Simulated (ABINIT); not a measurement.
# Geometry relaxation of TiSi2 (part 2 of 4)

The same run, continued: TiSi2 (Cmcm, 6 atoms in the cell); Kohn-Sham DFT of a periodic cell, PBE with D2, JTH PAW PBE v2.0, no spin polarisation (ABINIT 10.8.3); cutoff 408.17 eV, 5×5×5 k-mesh, fermi-dirac of 0.05 eV. The structure derives from a Materials Project entry.

Geometry of the input (Å; fractional positions):
```
1.7651  -6.7593  0.0000
1.7651  6.7593  0.0000
0.0000  0.0000  3.5652
Ti 0.1031  0.8969  0.2500
Ti 0.8969  0.1031  0.7500
Si 0.7503  0.2497  0.2500
Si 0.2497  0.7503  0.7500
Si 0.4417  0.5583  0.2500
Si 0.5583  0.4417  0.7500
```

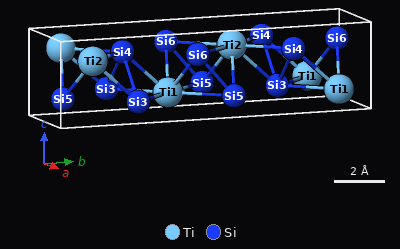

Fig. 1: The input geometry (ball-and-stick view of the cell 2 times as large as that of the calculation, set on its symmetry axes, seen slightly off an axis; atoms are numbered from 1 in the order of the input). An atom can appear more than once, as a periodic image.

The program's output, continued:
```
 Cartesian coordinates (xcart) [bohr]
  3.33556507850000E+00  1.01388970581546E+01  1.68430059747500E+00
  3.33556507850000E+00 -1.01388970581546E+01  5.05290179242500E+00
  3.33556507850000E+00 -6.39463796211853E+00  1.68430059747500E+00
  3.33556507850000E+00  6.39463796211853E+00  5.05290179242500E+00
  3.33556507850000E+00  1.48811378215021E+00  1.68430059747500E+00
  3.33556507850000E+00 -1.48811378215021E+00  5.05290179242500E+00
 Reduced coordinates (xred)
  1.03118080000000E-01  8.96881920000000E-01  2.50000000000000E-01
  8.96881920000000E-01  1.03118080000000E-01  7.50000000000000E-01
  7.50314820000000E-01  2.49685180000000E-01  2.50000000000000E-01
  2.49685180000000E-01  7.50314820000000E-01  7.50000000000000E-01
  4.41748550000000E-01  5.58251450000000E-01  2.50000000000000E-01
  5.58251450000000E-01  4.41748550000000E-01  7.50000000000000E-01
 Cartesian forces (fcart) [Ha/bohr]; max,rms= 1.56138E-03 5.20901E-04 (free atoms)
  2.22428595081478E-20 -4.64917499470957E-05 -2.85102631632640E-32
 -2.22428595081478E-20  4.64917499470957E-05 -2.85102631632640E-32
 -6.30299458070551E-21  4.44786936407018E-05 -2.85102631632640E-32
  6.30299458070551E-21 -4.44786936407018E-05 -2.85102631632640E-32
  1.40165952639354E-19  1.56137681449956E-03 -2.85102631632640E-32
 -1.40165952639354E-19 -1.56137681449956E-03  1.42551315816320E-31
 Gradient of E wrt nuclear positions in reduced coordinates (gred)
 -5.93847997367915E-04  5.93847997367915E-04  1.92079413120220E-31
  5.93847997367915E-04 -5.93847997367915E-04  1.92079413120220E-31
  5.68134844873091E-04 -5.68134844873091E-04  1.92079413120220E-31
 -5.68134844873091E-04  5.68134844873091E-04  1.92079413120220E-31
  1.99437641190614E-02 -1.99437641190614E-02  1.92079413120220E-31
 -1.99437641190614E-02  1.99437641190614E-02 -9.60397065601102E-31
 Scale of Primitive Cell (acell) [bohr]
  1.00000000000000E+00  1.00000000000000E+00  1.00000000000000E+00
 Real space primitive translations (rprimd) [bohr]
  3.33556507850000E+00 -1.27731909004000E+01  0.00000000000000E+00
  3.33556507850000E+00  1.27731909004000E+01  0.00000000000000E+00
  0.00000000000000E+00  0.00000000000000E+00  6.73720238990000E+00
 Unitary Cell Volume (ucvol) [Bohr^3]=  5.74087923287074E+02
 Angles (23,13,12)= [degrees]
  9.00000000000000E+01  9.00000000000000E+01  1.50729457256301E+02
 Lengths [Bohr]
  1.32015302208104E+01  1.32015302208104E+01  6.73720238990000E+00
 Stress tensor in cartesian coordinates (strten) [Ha/bohr^3]
  3.54823650631497E-05  0.00000000000000E+00  0.00000000000000E+00
  0.00000000000000E+00  2.77203376818219E-05  0.00000000000000E+00
  0.00000000000000E+00  0.00000000000000E+00  4.51931550497792E-05
 Total energy (etotal) [Ha]= -1.33432380433780E+02

--- Iteration: ( 2/60) Internal Cycle: (1/1)
--------------------------------------------------------------------------------

---SELF-CONSISTENT-FIELD CONVERGENCE--------------------------------------------

--- !BeginCycle
iteration_state: {dtset: 1, itime: 2, icycle: 1, }
solver: {iscf: 17, nstep: 100, nline: 4, wfoptalg: 10, }
tolerances: {tolvrs: 1.00E-09, }
...

     iter   Etot(hartree)      deltaE(h)  residm     nres2
 ETOT  1  -133.43338384511    -1.334E+02 4.539E+00 3.931E-01
 ETOT  2  -133.43400264494    -6.188E-04 3.153E-03 7.217E-01
 ETOT  3  -133.43242718450     1.575E-03 1.003E-02 7.253E-03
 ETOT  4  -133.43244221500    -1.503E-05 6.697E-04 4.131E-04
 ETOT  5  -133.43244225823    -4.323E-08 2.445E-05 9.836E-06
 ETOT  6  -133.43244228930    -3.107E-08 4.662E-05 6.746E-06
 ETOT  7  -133.43244229194    -2.646E-09 2.775E-05 1.383E-07
 ETOT  8  -133.43244229857    -6.630E-09 1.051E-05 1.813E-07
 ETOT  9  -133.43244230117    -2.598E-09 2.537E-05 6.568E-08
 ETOT 10  -133.43244230238    -1.211E-09 1.220E-05 1.640E-08
 ETOT 11  -133.43244230299    -6.070E-10 2.206E-05 3.419E-09
 ETOT 12  -133.43244230337    -3.795E-10 1.280E-05 1.651E-09
 ETOT 13  -133.43244230356    -1.880E-10 1.880E-05 1.104E-09
 ETOT 14  -133.43244230368    -1.249E-10 1.289E-05 1.906E-10

 At SCF step   14       nres2   =  1.91E-10 < tolvrs=  1.00E-09 =>converged.

 Cartesian components of stress tensor (hartree/bohr^3)
  sigma(1 1)=  1.97113567E-05  sigma(3 2)=  0.00000000E+00
  sigma(2 2)=  1.74731312E-05  sigma(3 1)=  0.00000000E+00
  sigma(3 3)=  2.52896787E-05  sigma(2 1)=  0.00000000E+00

--- !ResultsGS
iteration_state: {dtset: 1, itime: 2, icycle: 1, }
comment   : Summary of ground state results
lattice_vectors:
- [  3.3320145, -12.7625686,   0.0000000, ]
- [  3.3320145,  12.7625686,   0.0000000, ]
- [  0.0000000,   0.0000000,   6.7280681, ]
lattice_lengths: [  13.19036,   13.19036,    6.72807, ]
lattice_angles: [ 90.000,  90.000, 150.736, ] # degrees, (23, 13, 12)
lattice_volume:   5.7222304E+02
convergence: {deltae: -1.249E-10, res2:  1.906E-10, residm:  1.289E-05, diffor: null, }
etotal    :  -1.33432442E+02
entropy   :   0.00000000E+00
fermie    :   3.61500691E-01
cartesian_stress_tensor: # hartree/bohr^3
- [  1.97113567E-05,   0.00000000E+00,   0.00000000E+00, ]
- [  0.00000000E+00,   1.74731312E-05,   0.00000000E+00, ]
- [  0.00000000E+00,   0.00000000E+00,   2.52896787E-05, ]
pressure_GPa:  -6.1268E-01
xred      :
- [  1.0312E-01,   8.9688E-01,   2.5000E-01, Ti]
- [  8.9688E-01,   1.0312E-01,   7.5000E-01, Ti]
- [  7.5031E-01,   2.4969E-01,   2.5000E-01, Si]
- [  2.4969E-01,   7.5031E-01,   7.5000E-01, Si]
- [  4.4169E-01,   5.5831E-01,   2.5000E-01, Si]
- [  5.5831E-01,   4.4169E-01,   7.5000E-01, Si]
cartesian_forces: # hartree/bohr
- [  2.20614429E-20,   5.65109839E-05,   2.93123111E-32, ]
- [ -1.75439339E-20,  -5.65109839E-05,  -1.46561556E-31, ]
- [ -8.96253989E-21,   5.40441861E-05,   2.93123111E-32, ]
- [ -7.24782188E-23,  -5.40441861E-05,   2.93123111E-32, ]
- [ -3.80781961E-20,   1.56806919E-03,   2.93123111E-32, ]
- [  4.25957051E-20,  -1.56806919E-03,   2.93123111E-32, ]
force_length_stats: {min:   5.40441861E-05, max:   1.56806919E-03, mean:   5.59541455E-04, }
...

 Integrated electronic density in atomic spheres:
 ------------------------------------------------
 Atom  Sphere_radius  Integrated_density
    1        2.30803         10.32881149
    2        2.30803         10.32881149
    3        1.90945          1.53376209
    4        1.90945          1.53376209
    5        1.90945          1.58023047
    6        1.90945          1.58023047

---OUTPUT-----------------------------------------------------------------------

 Cartesian coordinates (xcart) [bohr]
  3.33201446636578E+00  1.01304189955624E+01  1.68201703173344E+00
  3.33201446636578E+00 -1.01304189955624E+01  5.04605109520031E+00
  3.33201446636578E+00 -6.38927567470393E+00  1.68201703173344E+00
  3.33201446636578E+00  6.38927567470393E+00  5.04605109520031E+00
  3.33201446636578E+00  1.48843633001143E+00  1.68201703173344E+00
  3.33201446636578E+00 -1.48843633001143E+00  5.04605109520031E+00
 Reduced coordinates (xred)
  1.03119899895683E-01  8.96880100104317E-01  2.50000000000000E-01
  8.96880100104317E-01  1.03119899895683E-01  7.50000000000000E-01
  7.50313078904373E-01  2.49686921095627E-01  2.50000000000000E-01
  2.49686921095627E-01  7.50313078904373E-01  7.50000000000000E-01
  4.41687430706212E-01  5.58312569293788E-01  2.50000000000000E-01
  5.58312569293788E-01  4.41687430706212E-01  7.50000000000000E-01
 Cartesian forces (fcart) [Ha/bohr]; max,rms= 1.56807E-03 5.23339E-04 (free atoms)
  2.20614429192367E-20  5.65109839128552E-05  2.93123111396216E-32
 -1.75439338672137E-20 -5.65109839128552E-05 -1.46561555698108E-31
 -8.96253988523227E-21  5.40441861477682E-05  2.93123111396216E-32
 -7.24782188136056E-23 -5.40441861477682E-05  2.93123111396216E-32
 -3.80781960896197E-20  1.56806919394355E-03  2.93123111396216E-32
  4.25957051416426E-20 -1.56806919394355E-03  2.93123111396216E-32
 Gradient of E wrt nuclear positions in reduced coordinates (gred)
  7.21225308019020E-04 -7.21225308019020E-04 -1.97215226305253E-31
 -7.21225308019020E-04  7.21225308019020E-04  9.86076131526265E-31
  6.89742632355664E-04 -6.89742632355664E-04 -1.97215226305253E-31
 -6.89742632355664E-04  6.89742632355664E-04 -1.97215226305253E-31
  2.00125906344343E-02 -2.00125906344343E-02 -1.97215226305253E-31
 -2.00125906344343E-02  2.00125906344343E-02 -1.97215226305253E-31
 Scale of Primitive Cell (acell) [bohr]
  1.31903554653527E+01  1.31903554653527E+01  6.72806812693375E+00
 Real space primitive translations (rprimd) [bohr]
  3.33201446636578E+00 -1.27625685854490E+01  0.00000000000000E+00
  3.33201446636578E+00  1.27625685854490E+01  0.00000000000000E+00
  0.00000000000000E+00  0.00000000000000E+00  6.72806812693375E+00
 Unitary Cell Volume (ucvol) [Bohr^3]=  5.72223044013984E+02
 Angles (23,13,12)= [degrees]
  9.00000000000000E+01  9.00000000000000E+01  1.50735986112468E+02
 Lengths [Bohr]
  1.31903554653527E+01  1.31903554653527E+01  6.72806812693375E+00
 Stress tensor in cartesian coordinates (strten) [Ha/bohr^3]
  1.97113567383406E-05  0.00000000000000E+00  0.00000000000000E+00
  0.00000000000000E+00  1.74731311933535E-05  0.00000000000000E+00
  0.00000000000000E+00  0.00000000000000E+00  2.52896786664871E-05
 Total energy (etotal) [Ha]= -1.33432442303681E+02

 Difference of energy with previous step (new-old):
           Absolute (Ha)=-6.18699E-05
           Relative     =-4.63680E-07

--- Iteration: ( 3/60) Internal Cycle: (1/1)
--------------------------------------------------------------------------------

---SELF-CONSISTENT-FIELD CONVERGENCE--------------------------------------------

--- !BeginCycle
iteration_state: {dtset: 1, itime: 3, icycle: 1, }
solver: {iscf: 17, nstep: 100, nline: 4, wfoptalg: 10, }
tolerances: {tolvrs: 1.00E-09, }
...

     iter   Etot(hartree)      deltaE(h)  residm     nres2
 ETOT  1  -133.43461172523    -1.334E+02 3.497E-01 9.005E-01
 ETOT  2  -133.43601997309    -1.408E-03 8.548E-04 1.619E+00
 ETOT  3  -133.43245432769     3.566E-03 8.057E-04 1.816E-02
 ETOT  4  -133.43248389850    -2.957E-05 2.369E-04 8.476E-04
 ETOT  5  -133.43248411611    -2.176E-07 9.220E-06 2.368E-05
 ETOT  6  -133.43248417259    -5.648E-08 4.710E-06 1.710E-05
 ETOT  7  -133.43248417439    -1.800E-09 1.500E-05 3.185E-07
 ETOT  8  -133.43248418929    -1.491E-08 6.704E-06 4.977E-07
 ETOT  9  -133.43248419497    -5.676E-09 1.361E-05 1.550E-07
 ETOT 10  -133.43248419761    -2.644E-09 6.122E-06 4.700E-08
 ETOT 11  -133.43248419884    -1.224E-09 1.433E-05 1.028E-08
 ETOT 12  -133.43248419960    -7.627E-10 5.303E-06 4.629E-09
 ETOT 13  -133.43248419993    -3.290E-10 1.343E-05 3.003E-09
 ETOT 14  -133.43248420013    -1.987E-10 4.481E-06 5.587E-10

 At SCF step   14       nres2   =  5.59E-10 < tolvrs=  1.00E-09 =>converged.

 Cartesian components of stress tensor (hartree/bohr^3)
  sigma(1 1)= -4.35334507E-06  sigma(3 2)=  0.00000000E+00
  sigma(2 2)=  2.08424449E-06  sigma(3 1)=  0.00000000E+00
  sigma(3 3)= -4.08590865E-06  sigma(2 1)=  0.00000000E+00

--- !ResultsGS
iteration_state: {dtset: 1, itime: 3, icycle: 1, }
comment   : Summary of ground state results
lattice_vectors:
- [  3.3268521, -12.7451543,   0.0000000, ]
- [  3.3268521,  12.7451543,   0.0000000, ]
- [  0.0000000,   0.0000000,   6.7146955, ]
lattice_lengths: [  13.17220,   13.17220,    6.71470, ]
lattice_angles: [ 90.000,  90.000, 150.741, ] # degrees, (23, 13, 12)
lattice_volume:   5.6942288E+02
convergence: {deltae: -1.987E-10, res2:  5.587E-10, residm:  4.481E-06, diffor: null, }
etotal    :  -1.33432484E+02
entropy   :   0.00000000E+00
fermie    :   3.63719672E-01
cartesian_stress_tensor: # hartree/bohr^3
- [ -4.35334507E-06,   0.00000000E+00,   0.00000000E+00, ]
- [  0.00000000E+00,   2.08424449E-06,   0.00000000E+00, ]
- [  0.00000000E+00,   0.00000000E+00,  -4.08590865E-06, ]
pressure_GPa:   6.2324E-02
xred      :
- [  1.0311E-01,   8.9689E-01,   2.5000E-01, Ti]
- [  8.9689E-01,   1.0311E-01,   7.5000E-01, Ti]
- [  7.5031E-01,   2.4969E-01,   2.5000E-01, Si]
- [  2.4969E-01,   7.5031E-01,   7.5000E-01, Si]
- [  4.4153E-01,   5.5847E-01,   2.5000E-01, Si]
- [  5.5847E-01,   4.4153E-01,   7.5000E-01, Si]
cartesian_forces: # hartree/bohr
- [  8.57710309E-20,   2.04144657E-04,  -0.00000000E+00, ]
- [ -8.21675846E-20,  -2.04144657E-04,  -0.00000000E+00, ]
- [ -6.25429505E-21,   6.64534780E-05,  -0.00000000E+00, ]
- [ -9.52597548E-22,  -6.64534780E-05,  -0.00000000E+00, ]
- [  1.35605783E-19,   1.37145001E-03,  -0.00000000E+00, ]
- [ -1.32002337E-19,  -1.37145001E-03,  -0.00000000E+00, ]
force_length_stats: {min:   6.64534780E-05, max:   1.37145001E-03, mean:   5.47349383E-04, }
...

 Integrated electronic density in atomic spheres:
 ------------------------------------------------
 Atom  Sphere_radius  Integrated_density
    1        2.30803         10.33595590
    2        2.30803         10.33595590
    3        1.90945          1.53971396
    4        1.90945          1.53971396
    5        1.90945          1.58400102
    6        1.90945          1.58400102

---OUTPUT-----------------------------------------------------------------------

 Cartesian coordinates (xcart) [bohr]
  3.32685212703637E+00  1.01167328256336E+01  1.67867387164569E+00
  3.32685212703637E+00 -1.01167328256336E+01  5.03602161493707E+00
  3.32685212703637E+00 -6.38042021715187E+00  1.67867387164569E+00
  3.32685212703637E+00  6.38042021715187E+00  5.03602161493707E+00
  3.32685212703637E+00  1.49041330409707E+00  1.67867387164569E+00
  3.32685212703637E+00 -1.49041330409707E+00  5.03602161493707E+00
 Reduced coordinates (xred)
  1.03114541740725E-01  8.96885458259275E-01  2.50000000000000E-01
  8.96885458259275E-01  1.03114541740725E-01  7.50000000000000E-01
  7.50307687809525E-01  2.49692312190476E-01  2.50000000000000E-01
  2.49692312190475E-01  7.50307687809524E-01  7.50000000000000E-01
  4.41530197803238E-01  5.58469802196762E-01  2.50000000000000E-01
  5.58469802196762E-01  4.41530197803238E-01  7.50000000000000E-01
 Cartesian forces (fcart) [Ha/bohr]; max,rms= 1.37145E-03 4.62717E-04 (free atoms)
  8.57710308512069E-20  2.04144657216653E-04 -0.00000000000000E+00
 -8.21675845508014E-20 -2.04144657216653E-04 -0.00000000000000E+00
 -6.25429505275401E-21  6.64534779879579E-05 -0.00000000000000E+00
 -9.52597548056990E-22 -6.64534779879579E-05 -0.00000000000000E+00
  1.35605783356324E-19  1.37145001271635E-03 -0.00000000000000E+00
 -1.32002337055918E-19 -1.37145001271635E-03 -0.00000000000000E+00
 Gradient of E wrt nuclear positions in reduced coordinates (gred)
  2.60185515979807E-03 -2.60185515979807E-03 -0.00000000000000E+00
 -2.60185515979807E-03  2.60185515979807E-03  0.00000000000000E+00
  8.46959832046937E-04 -8.46959832046937E-04 -0.00000000000000E+00
 -8.46959832046937E-04  8.46959832046937E-04  0.00000000000000E+00
  1.74793420540230E-02 -1.74793420540230E-02 -0.00000000000000E+00
 -1.74793420540230E-02  1.74793420540230E-02  0.00000000000000E+00
 Scale of Primitive Cell (acell) [bohr]
  1.31722019310298E+01  1.31722019310298E+01  6.71469548658276E+00
 Real space primitive translations (rprimd) [bohr]
  3.32685212703637E+00 -1.27451543198449E+01  0.00000000000000E+00
  3.32685212703637E+00  1.27451543198449E+01  0.00000000000000E+00
  0.00000000000000E+00  0.00000000000000E+00  6.71469548658276E+00
 Unitary Cell Volume (ucvol) [Bohr^3]=  5.69422880179815E+02
 Angles (23,13,12)= [degrees]
  9.00000000000000E+01  9.00000000000000E+01  1.50741170138727E+02
 Lengths [Bohr]
  1.31722019310298E+01  1.31722019310298E+01  6.71469548658276E+00
 Stress tensor in cartesian coordinates (strten) [Ha/bohr^3]
 -4.35334507262360E-06  0.00000000000000E+00  0.00000000000000E+00
  0.00000000000000E+00  2.08424449420902E-06  0.00000000000000E+00
  0.00000000000000E+00  0.00000000000000E+00 -4.08590864516521E-06
 Total energy (etotal) [Ha]= -1.33432484200126E+02

 Difference of energy with previous step (new-old):
           Absolute (Ha)=-4.18964E-05
           Relative     =-3.13990E-07

--- Iteration: ( 4/60) Internal Cycle: (1/1)
--------------------------------------------------------------------------------

---SELF-CONSISTENT-FIELD CONVERGENCE--------------------------------------------

--- !BeginCycle
iteration_state: {dtset: 1, itime: 4, icycle: 1, }
solver: {iscf: 17, nstep: 100, nline: 4, wfoptalg: 10, }
tolerances: {tolvrs: 1.00E-09, }
...

     iter   Etot(hartree)      deltaE(h)  residm     nres2
 ETOT  1  -133.43249790912    -1.334E+02 4.353E-02 4.006E-03
 ETOT  2  -133.43250352427    -5.615E-06 7.101E-04 7.034E-03
 ETOT  3  -133.43248844156     1.508E-05 1.814E-04 3.753E-05
 ETOT  4  -133.43248868197    -2.404E-07 7.839E-06 2.933E-06
 ETOT  5  -133.43248868520    -3.227E-09 2.988E-06 1.730E-07
 ETOT  6  -133.43248868590    -7.058E-10 7.544E-06 6.302E-08
 ETOT  7  -133.43248868624    -3.356E-10 1.922E-06 8.033E-09
 ETOT  8  -133.43248868645    -2.171E-10 5.912E-06 4.474E-09
 ETOT  9  -133.43248868655    -9.427E-11 1.627E-06 2.502E-09
 ETOT 10  -133.43248868659    -4.053E-11 4.996E-06 1.872E-10

 At SCF step   10       nres2   =  1.87E-10 < tolvrs=  1.00E-09 =>converged.

 Cartesian components of stress tensor (hartree/bohr^3)
  sigma(1 1)= -5.54146956E-06  sigma(3 2)=  0.00000000E+00
  sigma(2 2)=  1.30154788E-06  sigma(3 1)=  0.00000000E+00
  sigma(3 3)= -5.01937534E-06  sigma(2 1)=  0.00000000E+00
```
